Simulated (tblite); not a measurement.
**Run report: MgO, single-point calculation**

System: MgO (4 atoms in the cell).
Method: GFN2-xTB tight binding on a periodic cluster of cells at the zone centre (tblite 0.8.0).

The structure derives from a Materials Project entry. The geometry comes from this level: r2SCAN (a point of a series of volumes). It belongs to a series of runs on one base structure; here: volume -12%.

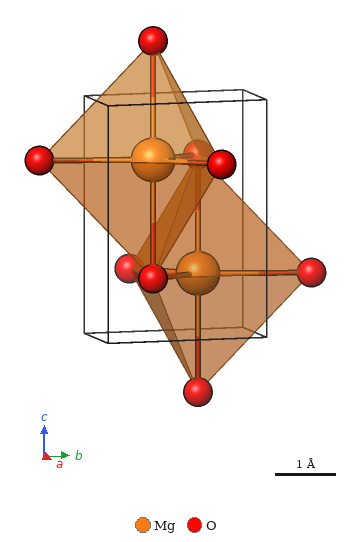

The structure (polyhedral view of the cell of the calculation, seen at an oblique angle; polyhedra are completed across the faces of the cell).

### Input file
```python
import json
from ase import Atoms
from ase.build import make_supercell
from ase.units import Bohr, GPa, Hartree
from tblite.interface import Calculator

atoms = Atoms(['Mg', 'Mg', 'O', 'O'],
              cell=[[3.338738, 0.0, 0.0], [-1.669369, 2.891432, -0.0], [0.0, -0.0, 4.010722]],
              scaled_positions=[[0.666667, 0.333333, 0.75], [0.333333, 0.666667, 0.25], [0.666667, 0.333333, 0.25], [0.333333, 0.666667, 0.75]],
              pbc=True)
cluster = make_supercell(atoms, [[3, 0, 0], [0, 3, 0], [0, 0, 2]])
calc = Calculator('GFN2-xTB', cluster.numbers, cluster.positions / Bohr, lattice=cluster.cell[:] / Bohr, periodic=cluster.pbc)
calc.set('temperature', 0.02 / Hartree)
calc.set('max-iter', 150)
res = calc.singlepoint()
levels = res.get('orbital-energies') * Hartree
nv = round(res.get('orbital-occupations').sum() / 2)
cells = len(cluster) // len(atoms)
out = {'energy_per_cell': res.get('energy') * Hartree / cells, 'homo': levels[nv - 1], 'lumo': levels[nv],
       'stress': (-res.get('virial') * Hartree / cluster.get_volume() / GPa).tolist(), 'charges': res.get('charges')[:len(atoms)].tolist(), 'electrons': 2 * nv / cells}
json.dump(out, open('results.json', 'w'))
for key, value in out.items():
    print(key, value)
```

Machine: 1 thread of Arm Neoverse V2, 24 GiB of memory available, shared host.

Run as:
```bash
python run.py
```

### The program's output
```
------------------------------------------------------------
  cycle        total energy    energy error   density error
------------------------------------------------------------
      1     -152.8735899981  -1.5329556E+02   5.3723610E-01
      2     -170.5888671799  -1.7715277E+01   2.1533257E-01
      3     -171.5384462921  -9.4957911E-01   1.5593155E-01
      4     -170.5577367435   9.8070955E-01   1.2732548E-01
      5     -169.4633565651   1.0943802E+00   2.0143113E-01
      6     -169.5921002875  -1.2874372E-01   1.9590652E-01
      7     -172.3339782818  -2.7418780E+00   2.1349745E-02
      8     -172.0591555697   2.7482271E-01   5.6596780E-02
      9     -172.0066035768   5.2551993E-02   6.3404864E-02
     10     -172.1467014629  -1.4009789E-01   5.0502855E-02
     11     -172.3390799661  -1.9237850E-01   2.0413832E-02
     12     -172.3325385659   6.5414001E-03   2.2581254E-02
     13     -172.3299527186   2.5858474E-03   2.3397020E-02
     14     -172.3658901850  -3.5937466E-02   8.1763069E-03
     15     -172.3671984089  -1.3082240E-03   6.0876813E-03
     16     -172.3672447742  -4.6365301E-05   5.8793549E-03
     17     -172.3675601189  -3.1534470E-04   3.6089914E-03
     18     -172.3676033792  -4.3260243E-05   2.6577995E-03
     19     -172.3676372982  -3.3919068E-05   6.2886556E-04
     20     -172.3676375514  -2.5316965E-07   6.1780260E-04
     21     -172.3676378780  -3.2656575E-07   5.5981942E-04
     22     -172.3676383322  -4.5419472E-07   1.7964730E-04
     23     -172.3676383499  -1.7776046E-08   1.6095009E-04
     24     -172.3676382936   5.6310938E-08   1.6698906E-04
     25     -172.3676384239  -1.3028918E-07   1.2658860E-04
     26     -172.3676384918  -6.7879483E-08   1.0835127E-04
     27     -172.3676386321  -1.4025343E-07   5.6058703E-05
     28     -172.3676386229   9.1545473E-09   5.4234135E-05
     29     -172.3676386599  -3.6974939E-08   2.4452794E-05
     30     -172.3676386620  -2.1688038E-09   2.2321709E-05
     31     -172.3676386609   1.1181669E-09   2.2991337E-05
     32     -172.3676386628  -1.8744686E-09   8.5290444E-06
------------------------------------------------------------

 total:                                  11.310 sec
energy_per_cell -260.57568632011333
homo -14.471259844627415
lumo -13.598263338294212
stress [[-37.62737615953034, 9.228014329944579e-05, 3.058906623585154e-07], [9.228014329918391e-05, -37.627273234221164, -1.766101066169169e-07], [3.058906625434918e-07, -1.7661010644692728e-07, -32.75306335997448]]
charges [0.18576957925024196, 0.18578776085630166, -0.1857705015929283, -0.18575943534848394]
electrons 16.0
```

### Key numbers

```csv
quantity,value
outcome,converged
space group (tolerance 0.01 Å),P6₃/mmc (194)
electrons treated,16
total energy,−260.5757 eV
band gap,0.87 eV
pressure,−36.00 GPa
wall time,12 s
peak memory,0.12 GiB
```
